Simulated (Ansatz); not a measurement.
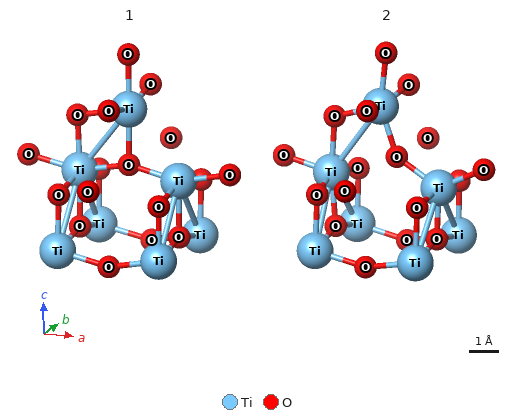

Two geometries of a defect cell of composition Ti₃₆O₇₁, drawn at one scale. One is the start of a relaxation, the other its converged end. The picture is a ball-and-stick view of the atoms within 4.2 Å of the atom that moves most (axes of the cell of the calculation (origin shifted)), seen slightly off an axis.

The calculation used DFT, PBEsol, PAW, plane waves in Ansatz 0.2.0. Settings: plane-wave cutoff 420 eV; k-point mesh 1 × 1 × 1; mesh shifted by (0.25, 0.25, 0.25); no spin polarisation; atoms relaxed in a fixed cell; force threshold 0.03 eV/Å; at most 80 steps.

Which one is relaxed?

Structure 2 is the relaxed one. The atom that moves furthest is an O atom (0.53 Å along [1 0 1]). Largest moves by element: O 0.53 Å, Ti 0.26 Å. The cell stays as it was. Near-neighbour distances that change, for instance: O–Ti 1.867 → 2.576 Å, Ti–Ti 3.024 → 3.463 Å, O–Ti 2.014 → 1.844 Å, O–Ti 1.957 → 1.795 Å. Bonds break, among them: O–Ti (1.87 → 2.58 Å). Bond angles that change, for instance: Ti–O–Ti 101.3° → 140.7°, Ti–O–Ti 157.0° → 159.4°, Ti–O–Ti 102.6° → 100.3°. After 16 geometry steps the energy has fallen by 1.858 eV per cell of the calculation. Largest force component: 1.7 eV/Å at the start, 0.008 eV/Å at the end. The forces were under the threshold at step 12, but the run went on from there.
